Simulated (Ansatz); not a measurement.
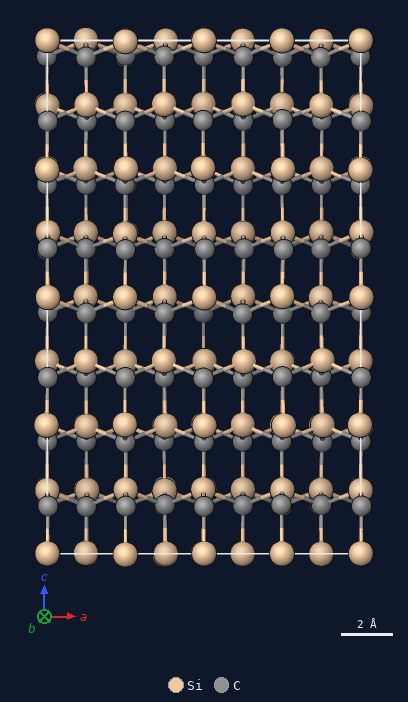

Figure 1. The input geometry (ball-and-stick view of the cell of the calculation, along the b axis). Near neighbours in the crystal (not all of them lie inside the picture): Si has 4 C at 1.81 to 1.97 Å; Si has 3 C at 1.86 to 1.95 Å; C has 4 Si at 1.81 to 1.97 Å.

# Geometry relaxation, with input and output: Si₁₂₈C₁₂₇ (charge +2) (part 1 of 5)

Si₁₂₈C₁₂₇ (defect cell, 255 atoms in the cell, total charge +2), computed with DFT, PBEsol, PAW, plane waves (Ansatz 0.2.0).

## Input
```yaml
crystal:
  lattice:
    - [12.312272, 0.000000, 0.000000]
    - [0.000000, 10.662740, 0.000000]
    - [0.000000, 0.000000, 20.151893]
  atoms:
    - { symbol: Si, position: [0.997838, 0.999673, 0.250745] }
    - { symbol: Si, position: [0.999432, 0.000254, 0.748075] }
    - { symbol: Si, position: [0.247853, 0.000826, 0.251684] }
    - { symbol: Si, position: [0.251596, 0.997509, 0.750369] }
    - { symbol: Si, position: [0.125327, 0.250589, 0.248651] }
    - { symbol: Si, position: [0.121966, 0.249409, 0.750255] }
    - { symbol: Si, position: [0.001899, 0.501194, 0.249573] }
    - { symbol: Si, position: [0.999726, 0.497495, 0.751368] }
    - { symbol: Si, position: [0.501596, 0.000288, 0.249624] }
    - { symbol: Si, position: [0.497183, 0.000373, 0.751416] }
    - { symbol: Si, position: [0.377725, 0.250624, 0.249544] }
    - { symbol: Si, position: [0.375867, 0.251482, 0.750654] }
    - { symbol: Si, position: [0.248403, 0.502415, 0.249225] }
    - { symbol: Si, position: [0.248800, 0.499171, 0.750628] }
    - { symbol: Si, position: [0.123030, 0.752536, 0.250058] }
    - { symbol: Si, position: [0.123635, 0.750365, 0.748665] }
    - { symbol: Si, position: [0.755160, 0.000684, 0.249735] }
    - { symbol: Si, position: [0.752349, 0.001036, 0.749169] }
    - { symbol: Si, position: [0.624037, 0.251164, 0.250852] }
    - { symbol: Si, position: [0.624230, 0.248468, 0.750242] }
    - { symbol: Si, position: [0.497453, 0.501274, 0.251054] }
    - { symbol: Si, position: [0.500003, 0.500722, 0.750349] }
    - { symbol: Si, position: [0.373255, 0.750118, 0.249176] }
    - { symbol: Si, position: [0.373954, 0.746097, 0.749261] }
    - { symbol: Si, position: [0.879163, 0.251463, 0.250317] }
    - { symbol: Si, position: [0.875483, 0.251011, 0.750071] }
    - { symbol: Si, position: [0.749374, 0.500595, 0.250490] }
    - { symbol: Si, position: [0.749091, 0.500288, 0.749204] }
    - { symbol: Si, position: [0.624660, 0.751942, 0.249490] }
    - { symbol: Si, position: [0.627797, 0.751366, 0.749900] }
    - { symbol: Si, position: [0.873528, 0.755126, 0.249957] }
    - { symbol: Si, position: [0.873790, 0.750634, 0.750144] }
    - { symbol: Si, position: [0.000300, 0.167854, 0.123360] }
    - { symbol: Si, position: [0.002554, 0.163347, 0.626531] }
    - { symbol: Si, position: [0.250636, 0.166172, 0.124748] }
    - { symbol: Si, position: [0.248508, 0.164757, 0.623079] }
    - { symbol: Si, position: [0.127826, 0.417650, 0.124020] }
    - { symbol: Si, position: [0.123809, 0.417599, 0.625384] }
    - { symbol: Si, position: [0.999549, 0.665582, 0.125397] }
    - { symbol: Si, position: [0.999876, 0.665980, 0.627374] }
    - { symbol: Si, position: [0.497646, 0.166109, 0.125206] }
    - { symbol: Si, position: [0.500201, 0.170432, 0.624238] }
    - { symbol: Si, position: [0.374883, 0.415165, 0.122825] }
    - { symbol: Si, position: [0.374673, 0.413577, 0.625733] }
    - { symbol: Si, position: [0.251997, 0.671205, 0.124363] }
    - { symbol: Si, position: [0.252709, 0.669933, 0.624190] }
    - { symbol: Si, position: [0.123467, 0.918804, 0.124098] }
    - { symbol: Si, position: [0.125077, 0.916686, 0.625709] }
    - { symbol: Si, position: [0.750338, 0.168563, 0.124538] }
    - { symbol: Si, position: [0.751849, 0.166175, 0.625341] }
    - { symbol: Si, position: [0.624386, 0.419409, 0.125180] }
    - { symbol: Si, position: [0.624560, 0.418581, 0.624847] }
    - { symbol: Si, position: [0.501765, 0.664641, 0.125908] }
    - { symbol: Si, position: [0.500071, 0.666512, 0.624503] }
    - { symbol: Si, position: [0.375903, 0.917860, 0.127128] }
    - { symbol: Si, position: [0.372838, 0.915271, 0.624657] }
    - { symbol: Si, position: [0.873163, 0.412749, 0.124168] }
    - { symbol: Si, position: [0.874137, 0.414720, 0.626608] }
    - { symbol: Si, position: [0.749393, 0.668811, 0.125460] }
    - { symbol: Si, position: [0.752531, 0.669373, 0.625011] }
    - { symbol: Si, position: [0.625245, 0.917139, 0.125307] }
    - { symbol: Si, position: [0.625259, 0.912220, 0.624063] }
    - { symbol: Si, position: [0.873458, 0.917910, 0.125403] }
    - { symbol: Si, position: [0.876918, 0.916923, 0.626518] }
    - { symbol: Si, position: [0.123418, 0.079147, 0.375104] }
    - { symbol: Si, position: [0.125671, 0.089104, 0.874738] }
    - { symbol: Si, position: [0.999750, 0.333103, 0.375393] }
    - { symbol: Si, position: [0.001625, 0.333331, 0.872780] }
    - { symbol: Si, position: [0.372409, 0.082714, 0.376117] }
    - { symbol: Si, position: [0.373019, 0.084918, 0.876070] }
    - { symbol: Si, position: [0.249169, 0.330682, 0.374203] }
    - { symbol: Si, position: [0.249107, 0.333276, 0.874368] }
    - { symbol: Si, position: [0.123944, 0.581725, 0.375085] }
    - { symbol: Si, position: [0.125319, 0.583462, 0.872994] }
    - { symbol: Si, position: [0.998213, 0.834662, 0.374599] }
    - { symbol: Si, position: [0.998358, 0.833161, 0.874649] }
    - { symbol: Si, position: [0.627601, 0.082657, 0.374627] }
    - { symbol: Si, position: [0.625700, 0.082823, 0.876350] }
    - { symbol: Si, position: [0.502105, 0.331929, 0.375866], spin: 0.5 }
    - { symbol: Si, position: [0.498874, 0.336314, 0.876316] }
    - { symbol: Si, position: [0.371462, 0.584237, 0.375418] }
    - { symbol: Si, position: [0.372676, 0.582624, 0.873948] }
    - { symbol: Si, position: [0.248466, 0.834258, 0.374577] }
    - { symbol: Si, position: [0.248982, 0.832282, 0.876131] }
    - { symbol: Si, position: [0.878506, 0.081719, 0.377021] }
    - { symbol: Si, position: [0.874364, 0.083321, 0.873475] }
    - { symbol: Si, position: [0.749375, 0.332209, 0.373872] }
    - { symbol: Si, position: [0.748949, 0.327936, 0.875074] }
    - { symbol: Si, position: [0.625289, 0.584010, 0.374788] }
    - { symbol: Si, position: [0.623144, 0.584394, 0.875144] }
    - { symbol: Si, position: [0.499707, 0.836520, 0.374765] }
    - { symbol: Si, position: [0.501579, 0.833527, 0.876987] }
    - { symbol: Si, position: [0.875453, 0.582466, 0.374432] }
    - { symbol: Si, position: [0.874781, 0.583439, 0.873910] }
    - { symbol: Si, position: [0.753398, 0.831179, 0.374082] }
    - { symbol: Si, position: [0.750085, 0.832867, 0.874240] }
    - { symbol: Si, position: [0.002254, 0.998484, 0.499554] }
    - { symbol: Si, position: [0.000659, 0.998731, 0.000376] }
    - { symbol: Si, position: [0.248885, 0.998314, 0.499271] }
    - { symbol: Si, position: [0.249526, 0.999256, 0.998135] }
    - { symbol: Si, position: [0.122748, 0.251277, 0.501314] }
    - { symbol: Si, position: [0.123643, 0.249061, 0.001251] }
    - { symbol: Si, position: [0.001033, 0.502103, 0.498326] }
    - { symbol: Si, position: [0.002928, 0.501000, 0.000423] }
    - { symbol: Si, position: [0.500967, 0.001092, 0.499023] }
    - { symbol: Si, position: [0.500554, 0.998824, 0.000240] }
    - { symbol: Si, position: [0.375234, 0.252110, 0.500564], spin: 0.5 }
    - { symbol: Si, position: [0.378825, 0.251869, 0.999804] }
    - { symbol: Si, position: [0.248956, 0.501006, 0.500269] }
    - { symbol: Si, position: [0.250645, 0.499844, 0.999485] }
    - { symbol: Si, position: [0.126142, 0.748575, 0.501185] }
    - { symbol: Si, position: [0.126108, 0.748645, 0.999587] }
    - { symbol: Si, position: [0.749701, 0.999944, 0.501402] }
    - { symbol: Si, position: [0.749079, 0.000537, 0.000021] }
    - { symbol: Si, position: [0.625265, 0.251741, 0.501422], spin: 0.5 }
    - { symbol: Si, position: [0.623536, 0.248363, 0.999623] }
    - { symbol: Si, position: [0.501426, 0.498793, 0.500433], spin: 0.5 }
    - { symbol: Si, position: [0.496904, 0.498816, 0.000566] }
    - { symbol: Si, position: [0.373758, 0.749719, 0.500471] }
    - { symbol: Si, position: [0.375144, 0.750161, 0.997577] }
    - { symbol: Si, position: [0.872847, 0.247767, 0.498888] }
    - { symbol: Si, position: [0.874270, 0.248500, 0.999505] }
    - { symbol: Si, position: [0.748252, 0.501595, 0.500482] }
    - { symbol: Si, position: [0.749695, 0.503514, 0.999920] }
    - { symbol: Si, position: [0.624230, 0.749108, 0.502134] }
    - { symbol: Si, position: [0.621940, 0.753785, 0.000315] }
    - { symbol: Si, position: [0.873954, 0.749943, 0.498236] }
    - { symbol: Si, position: [0.874809, 0.751922, 0.000916] }
    - { symbol: C, position: [0.002945, 0.997083, 0.092727] }
    - { symbol: C, position: [0.001331, 0.996289, 0.594996] }
    - { symbol: C, position: [0.250977, 0.001789, 0.092274] }
    - { symbol: C, position: [0.249644, 0.999493, 0.592135] }
    - { symbol: C, position: [0.125081, 0.249012, 0.091375] }
    - { symbol: C, position: [0.123305, 0.249828, 0.594277] }
    - { symbol: C, position: [0.000277, 0.497647, 0.094960] }
    - { symbol: C, position: [0.998450, 0.500795, 0.591567] }
    - { symbol: C, position: [0.500047, 0.999449, 0.091825] }
    - { symbol: C, position: [0.502998, 0.000492, 0.593683] }
    - { symbol: C, position: [0.375550, 0.250018, 0.095147] }
    - { symbol: C, position: [0.373690, 0.250955, 0.594165] }
    - { symbol: C, position: [0.249731, 0.502635, 0.092895] }
    - { symbol: C, position: [0.251109, 0.501657, 0.593123] }
    - { symbol: C, position: [0.127207, 0.749988, 0.094442] }
    - { symbol: C, position: [0.126843, 0.756071, 0.593841] }
    - { symbol: C, position: [0.746499, 0.999366, 0.095381] }
    - { symbol: C, position: [0.754298, 0.999844, 0.592591] }
    - { symbol: C, position: [0.624823, 0.249515, 0.094222] }
    - { symbol: C, position: [0.628481, 0.249233, 0.593933] }
    - { symbol: C, position: [0.499239, 0.503372, 0.094102] }
    - { symbol: C, position: [0.499077, 0.502679, 0.593310] }
    - { symbol: C, position: [0.373371, 0.748064, 0.092738] }
    - { symbol: C, position: [0.377427, 0.750519, 0.592846] }
    - { symbol: C, position: [0.875020, 0.249981, 0.094906] }
    - { symbol: C, position: [0.873268, 0.249196, 0.593873] }
    - { symbol: C, position: [0.749426, 0.500590, 0.092094] }
    - { symbol: C, position: [0.750890, 0.501298, 0.595839] }
    - { symbol: C, position: [0.625289, 0.749901, 0.095575] }
    - { symbol: C, position: [0.625507, 0.750606, 0.592673] }
    - { symbol: C, position: [0.870786, 0.751971, 0.093665] }
    - { symbol: C, position: [0.876541, 0.747814, 0.594070] }
    - { symbol: C, position: [0.001973, 0.999385, 0.343150] }
    - { symbol: C, position: [0.001700, 0.004585, 0.842690] }
    - { symbol: C, position: [0.249179, 0.001387, 0.343020] }
    - { symbol: C, position: [0.248803, 0.000847, 0.842460] }
    - { symbol: C, position: [0.124834, 0.251159, 0.344086] }
    - { symbol: C, position: [0.126459, 0.250189, 0.842535] }
    - { symbol: C, position: [0.001678, 0.499878, 0.343904] }
    - { symbol: C, position: [0.999361, 0.499409, 0.846141] }
    - { symbol: C, position: [0.498112, 0.997042, 0.341882] }
    - { symbol: C, position: [0.497352, 0.004021, 0.844095] }
    - { symbol: C, position: [0.374046, 0.250356, 0.343550] }
    - { symbol: C, position: [0.375601, 0.250681, 0.843577] }
    - { symbol: C, position: [0.248548, 0.500223, 0.343075] }
    - { symbol: C, position: [0.247742, 0.498426, 0.842960] }
    - { symbol: C, position: [0.125710, 0.752588, 0.343024] }
    - { symbol: C, position: [0.122446, 0.752112, 0.843434] }
    - { symbol: C, position: [0.750539, 0.996514, 0.344678] }
    - { symbol: C, position: [0.750532, 0.001441, 0.845716] }
    - { symbol: C, position: [0.623934, 0.248528, 0.342356] }
    - { symbol: C, position: [0.625599, 0.252144, 0.843345] }
    - { symbol: C, position: [0.500857, 0.500726, 0.344052] }
    - { symbol: C, position: [0.498222, 0.499019, 0.842148] }
    - { symbol: C, position: [0.373283, 0.750439, 0.345769] }
    - { symbol: C, position: [0.376500, 0.747116, 0.842207] }
    - { symbol: C, position: [0.874395, 0.252855, 0.345215] }
    - { symbol: C, position: [0.876300, 0.250014, 0.844401] }
    - { symbol: C, position: [0.750406, 0.502061, 0.344125] }
    - { symbol: C, position: [0.747902, 0.500719, 0.844489] }
    - { symbol: C, position: [0.625973, 0.747385, 0.342274] }
    - { symbol: C, position: [0.626386, 0.749663, 0.840628] }
    - { symbol: C, position: [0.872915, 0.751468, 0.343559] }
    - { symbol: C, position: [0.877383, 0.747316, 0.843080] }
    - { symbol: C, position: [0.000410, 0.170347, 0.219048] }
    - { symbol: C, position: [0.999355, 0.164954, 0.719271] }
    - { symbol: C, position: [0.249273, 0.165205, 0.217300] }
    - { symbol: C, position: [0.248077, 0.168175, 0.718557] }
    - { symbol: C, position: [0.124846, 0.417183, 0.219352] }
    - { symbol: C, position: [0.124605, 0.415183, 0.719102] }
    - { symbol: C, position: [0.002762, 0.662401, 0.218999] }
    - { symbol: C, position: [0.999215, 0.668569, 0.719776] }
    - { symbol: C, position: [0.499901, 0.169906, 0.218062] }
    - { symbol: C, position: [0.501931, 0.167524, 0.718820] }
    - { symbol: C, position: [0.372986, 0.417379, 0.219903] }
    - { symbol: C, position: [0.375110, 0.416009, 0.718823] }
    - { symbol: C, position: [0.252966, 0.665661, 0.219312] }
    - { symbol: C, position: [0.254141, 0.663305, 0.718739] }
    - { symbol: C, position: [0.125773, 0.917158, 0.217561] }
    - { symbol: C, position: [0.123980, 0.919125, 0.718262] }
    - { symbol: C, position: [0.747680, 0.164515, 0.219349] }
    - { symbol: C, position: [0.748570, 0.166411, 0.718489] }
    - { symbol: C, position: [0.623261, 0.416553, 0.218719] }
    - { symbol: C, position: [0.625121, 0.421121, 0.717664] }
    - { symbol: C, position: [0.500084, 0.668871, 0.217720] }
    - { symbol: C, position: [0.499424, 0.665476, 0.718626] }
    - { symbol: C, position: [0.372468, 0.920272, 0.219225] }
    - { symbol: C, position: [0.374705, 0.915357, 0.720501] }
    - { symbol: C, position: [0.877554, 0.420419, 0.216951] }
    - { symbol: C, position: [0.875598, 0.417243, 0.718477] }
    - { symbol: C, position: [0.746173, 0.665038, 0.218641] }
    - { symbol: C, position: [0.748060, 0.666847, 0.719343] }
    - { symbol: C, position: [0.625582, 0.918942, 0.217936] }
    - { symbol: C, position: [0.624310, 0.911344, 0.717393] }
    - { symbol: C, position: [0.875019, 0.916941, 0.220011] }
    - { symbol: C, position: [0.874708, 0.916647, 0.718314] }
    - { symbol: C, position: [0.124962, 0.081802, 0.468409] }
    - { symbol: C, position: [0.123944, 0.085284, 0.967362] }
    - { symbol: C, position: [0.001824, 0.335284, 0.470323] }
    - { symbol: C, position: [0.998585, 0.335621, 0.969059] }
    - { symbol: C, position: [0.373988, 0.084695, 0.468450] }
    - { symbol: C, position: [0.373050, 0.084695, 0.969394] }
    - { symbol: C, position: [0.250432, 0.330345, 0.469777] }
    - { symbol: C, position: [0.250519, 0.330718, 0.971015] }
    - { symbol: C, position: [0.123473, 0.581711, 0.469324] }
    - { symbol: C, position: [0.124710, 0.583533, 0.968682] }
    - { symbol: C, position: [0.001586, 0.834115, 0.468817] }
    - { symbol: C, position: [0.001332, 0.831836, 0.969211] }
    - { symbol: C, position: [0.623450, 0.080529, 0.467149] }
    - { symbol: C, position: [0.625987, 0.083036, 0.968459] }
    - { symbol: C, position: [0.498667, 0.333370, 0.968996] }
    - { symbol: C, position: [0.378277, 0.580483, 0.469561] }
    - { symbol: C, position: [0.375468, 0.584845, 0.969871] }
    - { symbol: C, position: [0.251099, 0.834870, 0.469681] }
    - { symbol: C, position: [0.249309, 0.835671, 0.967177] }
    - { symbol: C, position: [0.872962, 0.081238, 0.468850] }
    - { symbol: C, position: [0.872617, 0.083816, 0.966651] }
    - { symbol: C, position: [0.751351, 0.334091, 0.467993] }
    - { symbol: C, position: [0.750990, 0.335873, 0.967641] }
    - { symbol: C, position: [0.625338, 0.582416, 0.469139] }
    - { symbol: C, position: [0.625052, 0.585131, 0.969858] }
    - { symbol: C, position: [0.498413, 0.833300, 0.469268] }
    - { symbol: C, position: [0.502054, 0.833690, 0.969573] }
    - { symbol: C, position: [0.872199, 0.583867, 0.470232] }
    - { symbol: C, position: [0.875127, 0.583861, 0.968790] }
    - { symbol: C, position: [0.751755, 0.833022, 0.469129] }
    - { symbol: C, position: [0.747564, 0.830113, 0.968616] }
  symmetry: { detect: false }
kpoints:
  mp_grid: { grid: [1, 1, 1], shift: [0.25, 0.25, 0.25] }
hamiltonian:
  xc: pbesol
total_charge: 2
magnetization:
  spin_polarized: true
scf:
  occupations: { method: fermi_dirac, width: 0.01 }
relax:
  f_tol: 0.03
  max_steps: 80
  escape_saddle: false
  adjacent_minimum: "off"
output:
  forces: true
  eigenvalues: true
  populations: true
  charged_corrections: { epsilon: 9.7 }
```

Command:
```bash
ansatz run in.yaml --threads 32 --pin off --max-ram 171000MiB --runs-dir r --events-out ev --progress --plain --backend cuda --devices 0,
```

## What the program printed
```
Pseudopotentials: kind: paw
Functional definition: PBEsol
  exchange = pbesol_x
  correlation = pbesol_c
Crystal: 255 atoms, lattice volume = 2645.592 Å³
Basis set: ecut = 420 eV, 51705 PW (Γ), exchange–correlation on 180×144×270 points (8 copies of the dense FFT grid, shifted against one another)
Bands: 765, of which v1, the nominal top of the filled ones, is band 509 counted from 1 (508 counted from 0)
Symmetry: 1 space group operations
k-points: 1
Non-local potential: Si, projectors of the file, l = 0: 2, l = 1: 2, l = 2: 2
Non-local potential: C, projectors of the file, l = 0: 2, l = 1: 2, l = 2: 1
PAW form: soft (Blöchl's): semilocal exchange-correlation on the pseudo side does not see the compensation charge
PAW frozen core: Si, regenerated for the run's functional, and the local potential with it (the file was generated under x = pbe(κ = 0.804, μ = 0.2195149727645171), c = pbe(β = 0.06672455060314922))
PAW frozen core: C, regenerated for the run's functional, and the local potential with it (the file was generated under x = pbe(κ = 0.804, μ = 0.2195149727645171), c = pbe(β = 0.06672455060314922))
PAW one-centre angular grid: Si, 110 points (default); XC on 64 Gauss nodes
PAW one-centre angular grid: C, 110 points (default); XC on 64 Gauss nodes
Initial density: superposition of atomic densities (chi_scale 0.1, normalization cell)
Starting moments: Σ|m| = 2 μB on 4 of 255 sites
Initial wavefunctions: pseudopotential atomic-orbital guess
Functional: x = pbesol(κ = 0.804, μ = 0.12345679012345678), c = pbesol(β = 0.046)
```
